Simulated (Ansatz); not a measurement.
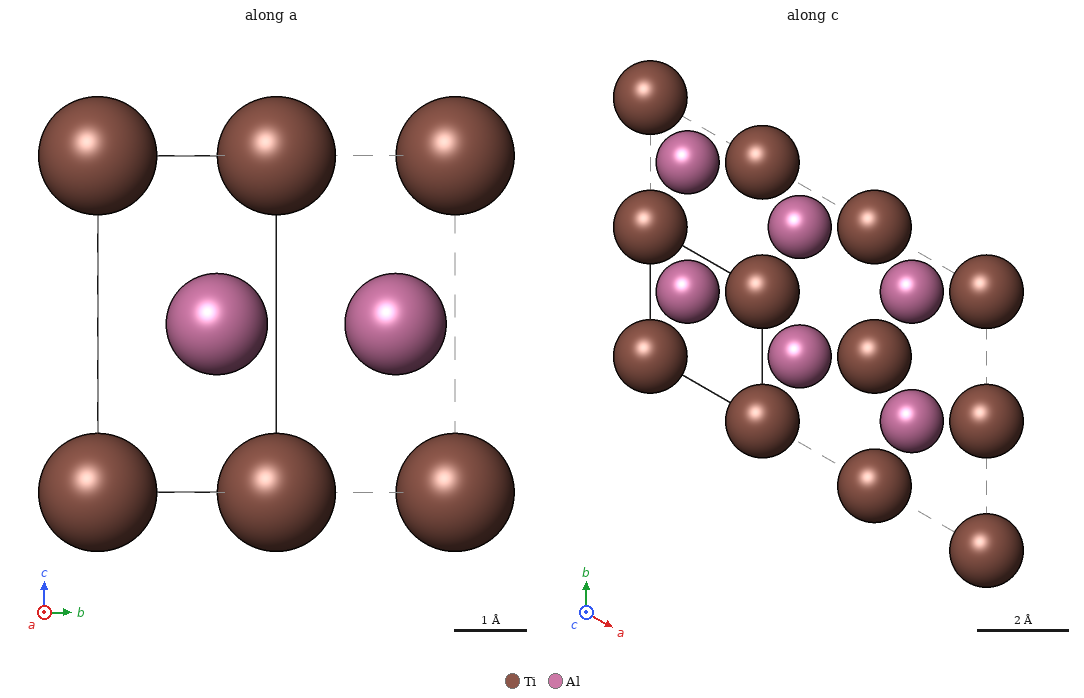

The crystal in a spheres-only representation, seen along the a axis and along the c axis. The structure is repeated 3×2×1 times; solid lines mark one conventional unit cell.

TiAl, space group P-6m2 (No. 187), a = 2.87 Å, b = 2.87 Å, c = 4.68 Å, α = 90.00°, β = 90.00°, γ = 120.00°.

Theory: Ansatz 0.2.0, DFT r2SCAN, scalar-relativistic, plane waves, PAW. Numerical settings: 500 eV cutoff, a 21×21×10 mesh of k-points, Gaussian smearing of 0.15 eV, no spin polarisation.

**What is the electronic character?**

A metal: bands cross the Fermi level.

**What pressure does the calculation give for this cell?**

The computed pressure is -1.1 GPa (stretched: it would shrink). The stress isn't hydrostatic: its largest component is 2.3 GPa.

The initial geometry was a structure listed in the Materials Project. Earlier steps of the study may have refined or changed the cell and positions. It went into a calculation with Ansatz.
